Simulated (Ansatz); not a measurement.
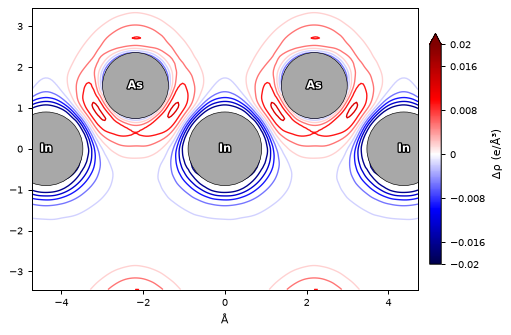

InAs. Difference of the valence pseudo-densities of two functionals at the same geometry, on the (101̄) plane of the calculation cell: r2SCAN less LDA.

Space group F-43m.

Both computed with Ansatz (plane waves, PAW), on the same k-point mesh. Grey discs cover the atomic cores.

```
In As
1.0
     0.00000    3.09316    3.09316
     3.09316    0.00000    3.09316
     3.09316    3.09316    0.00000
In As
1 1
Direct
  0.00000 0.00000 0.00000
  0.25000 0.25000 0.25000
```

Where does the change of functional move the electrons?

Answer. Against LDA, r2SCAN gives less density around In (−0.016 e/Å³ on average at 1.1 Å from the nucleus), more density around As (+0.005 e/Å³ on average at 1.0 Å from the nucleus) and a change of +0.008 e/Å³ at the midpoint of In–As.
